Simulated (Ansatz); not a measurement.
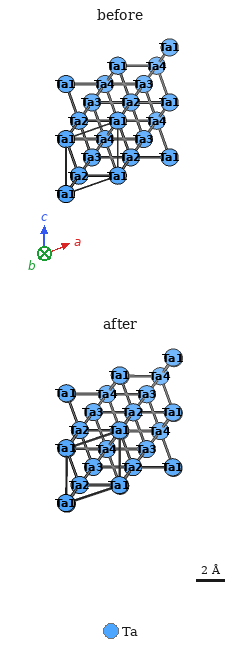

The structure of a crystal of Ta (set up in Im-3m) before (top) and after (bottom) a relaxation, at one scale.

The picture is a ball-and-stick view of the cell of the calculation, repeated 2 × 1 × 2 with one cell outlined, seen along the b axis.

All numbers below come from DFT PBEsol, scalar-relativistic, plane waves, PAW (Ansatz 0.2.0). (plane-wave cutoff 420 eV; k-point mesh 10 × 10 × 10; occupations gaussian; smearing width 0.15 eV; no spin polarisation)

**What changed between the two?**

The atoms keep their places relative to the cell (all moves are under 0.005 Å). The drawn cell changes as follows: a 4.639 → 4.741 Å (+2.2 %), b 4.639 → 4.643 Å (+0.1 %), c 4.639 → 4.613 Å (−0.6 %), α 60.0° → 61.0°, β 60.0° → 60.8°, γ 60.0° → 59.6°; the volume changes by +2.7 %. Among the contacts that change: Ta1–Ta3 3.281 → 3.371 Å, Ta1–Ta2 2.841 → 2.906 Å, Ta1–Ta2 (another image) 2.841 → 2.866 Å, Ta1–Ta3 (another image) 3.281 → 3.302 Å. Within 0.06 Å the space group is Im-3m at the start and Immm at the end; at a tighter tolerance small leftover displacements or strains of the cell lower it.
